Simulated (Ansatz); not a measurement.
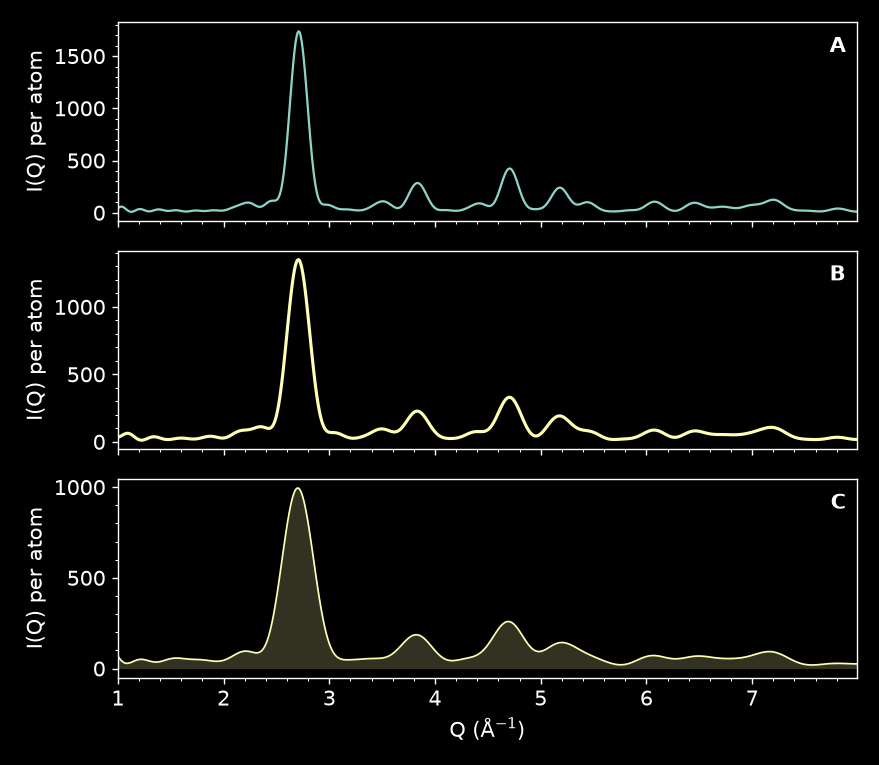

X-ray scattering of spheres cut from the crystal structure of Ti (P6/mmm, a = 4.616 Å, b = 4.616 Å, c = 2.850 Å, α = 90.00°, β = 90.00°, γ = 120.00°), calculated atom by atom with the Debye equation (B = 0.5 Å², no relaxation of the surface). Basis of the simulation: coordinates from a relaxation with Ansatz, DFT, revPBE, plane waves (420 eV) with PAW, scalar-relativistic; the starting structure was generated, so it need not be a known form of this composition.

Question: The spheres are 20, 28 and 36 Å across. Which curve is which?

Answer: curve A: 36 Å (1423 atoms); curve B: 28 Å (669 atoms); curve C: 20 Å (241 atoms). Peak widths go roughly as 2π/D, so the largest sphere has the sharpest peaks.

Question: Index the main peaks of the largest sphere.

Answer: Q ≈ 2.71 Å⁻¹: 101 + 110; Q ≈ 3.83 Å⁻¹: 201; Q ≈ 4.71 Å⁻¹: 211 + 300; Q ≈ 5.18 Å⁻¹: 112; Q ≈ 6.08 Å⁻¹: 311.
